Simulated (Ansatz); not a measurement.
A series of calculations on Nb

Part 1: Scan

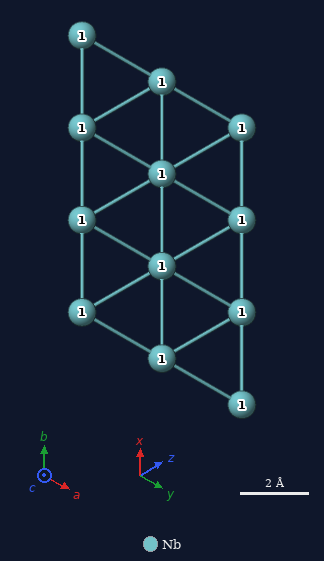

A crystal of Nb (Im-3m): the cell is strained along y alone, with the atoms kept at their fractional coordinates. x, y and z are the Cartesian axes of the input. The picture shows the reference cell. A ball-and-stick model of the cell of the calculation, repeated 2 × 3 × 2 with one cell outlined, seen along the c axis.

These are results of Ansatz 0.2.0, DFT PBE, scalar-relativistic, plane waves, PAW, not measurements. Set-up: plane-wave cutoff 420 eV; k-point mesh 20 × 20 × 20; occupations gaussian; smearing width 0.15 eV; no spin polarisation. Energies (free energies at the smearing named) are counted from the cell as listed in its source, which wasn't relaxed.

```
Nb
1.0
    -1.66395    1.66395    1.66395
     1.66395   -1.66395    1.66395
     1.66395    1.66395   -1.66395
Nb
1
Cartesian
  0.0000 0.0000 0.0000
```

**Predict the energy profile (the strain: −0.0600, −0.0450, −0.0300, −0.0150, 0.0000, 0.0150, 0.0300, 0.0450, 0.0525, 0.0600).**

```csv
strain,E − E(ref) (meV/atom)
−0.0600,33.3
−0.0450,14.7
−0.0300,3.2
−0.0150,−1.6
0.0000,0.0
0.0150,7.5
0.0300,20.6
0.0450,38.6
0.0525,49.4
0.0600,61.2
```

Of the computed points the lowest is at the strain −0.015, −1.6 meV/atom. The unrelaxed reference is under a pressure of −2.7 GPa, which tilts the curve. The distortion takes the space group from Im-3m to I4/mmm. At the strain −0.06 the cell of the drawing goes a 2.882 → 2.826 Å, b 2.882 → 2.826 Å, c 2.882 → 2.826 Å, α 109.5° → 107.8°, β 109.5° → 112.8°, γ 109.5° → 107.8°.

As a plot:

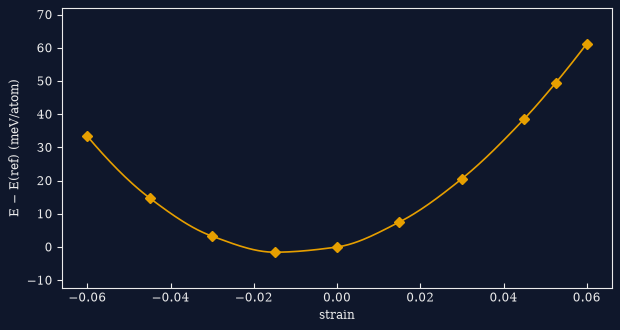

Part 2: Energy map

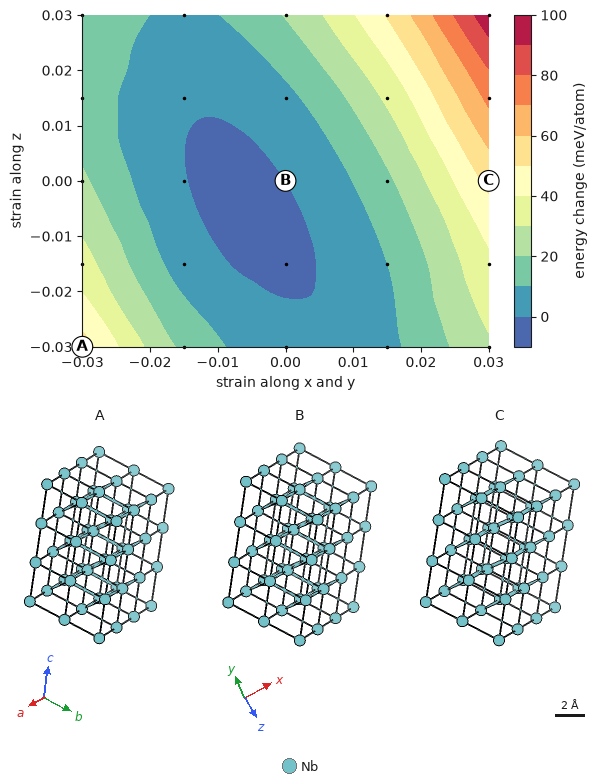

Crystalline Nb (Im-3m): the cell is strained equally along x and y and separately along z, with the atoms kept at their fractional coordinates. x, y and z are the Cartesian axes of the input. The map is interpolated between the computed points (dots). The lettered frames are marked on it. Style: ball-and-stick. Shown: the cell of the calculation, repeated 3 × 2 × 3 with one cell outlined, slightly off an axis.

Method: Ansatz, DFT PBE, scalar-relativistic, plane waves, PAW. (plane-wave cutoff 420 eV; k-point mesh 20 × 20 × 20; occupations gaussian; smearing width 0.15 eV; no spin polarisation). Energies (free energies at the smearing named) are counted from the cell as listed in its source, which wasn't relaxed.

### Describe the energy landscape.

In pairs of (strain along x and y; strain along z): the lowest computed point lies at (0.000, −0.015) (−1.6 meV/atom), the highest at (0.030, 0.030) (96.6 meV/atom). The valley is tilted: raising the in-plane strain is made harder by raising the strain along z (cross term 0.65 of the geometric mean of the two curvatures). Over the ranges scanned the energy rises more along the first axis, the in-plane strain. The pressure runs from −14.6 GPa at (0.030, 0.030) to 14.7 GPa at (−0.030, −0.030). The frames lie at A (−0.030, −0.030): 54.0 meV/atom, B (0.000, 0.000): 0.0 meV/atom, C (0.030, 0.000): 52.6 meV/atom.

Part 3: Energy map

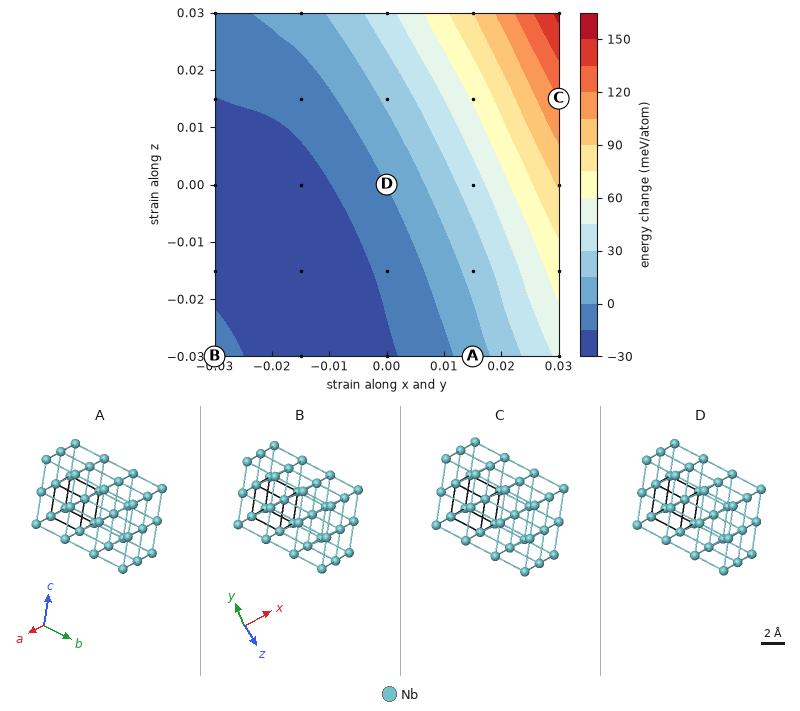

Energy scan for solid Nb (Im-3m), in which the cell is strained equally along x and y and separately along z, with the atoms kept at their fractional coordinates. x, y and z are the Cartesian axes of the input. The map is interpolated between the computed points (dots). The lettered frames are marked on it. Style: ball-and-stick. Shown: the cell of the calculation, repeated 2 × 3 × 2 with one cell outlined, slightly off an axis.

Method: Ansatz, DFT PBEsol, scalar-relativistic, plane waves, PAW. Settings: plane-wave cutoff 420 eV; k-point mesh 20 × 20 × 20; occupations gaussian; smearing width 0.15 eV; no spin polarisation. Energies (free energies at the smearing named) are counted from the cell as listed in its source, which wasn't relaxed.

What does the map show?

In pairs of (strain along x and y; strain along z): the lowest computed point lies at (−0.015, −0.015) (−25.1 meV/atom), the highest at (0.030, 0.030) (153.9 meV/atom). The valley is tilted: raising the in-plane strain is made harder by raising the strain along z (cross term 0.64 of the geometric mean of the two curvatures). Over the ranges scanned the energy rises more along the first axis, the in-plane strain. The pressure runs from −19.5 GPa at (0.030, 0.030) to 7.9 GPa at (−0.030, −0.030). The frames lie at A (0.015, −0.030): 7.0 meV/atom, B (−0.030, −0.030): −9.1 meV/atom, C (0.030, 0.015): 120.3 meV/atom, D (0.000, 0.000): 0.0 meV/atom.

The computed points:

Rows: strain along x and y; columns: strain along z; values in meV/atom.

|  | −0.030 | −0.015 | 0.000 | 0.015 | 0.030 |
| --- | --- | --- | --- | --- | --- |
| −0.030 | −9.1 | −18.1 | −20.0 | −15.4 | −4.9 |
| −0.015 | −23.5 | −25.1 | −20.0 | −8.8 | 7.9 |
| 0.000 | −17.3 | −11.7 | 0.0 | 17.4 | 40.1 |
| 0.015 | 7.0 | 19.6 | 37.8 | 61.2 | 89.4 |
| 0.030 | 47.4 | 66.8 | 91.2 | 120.3 | 153.9 |
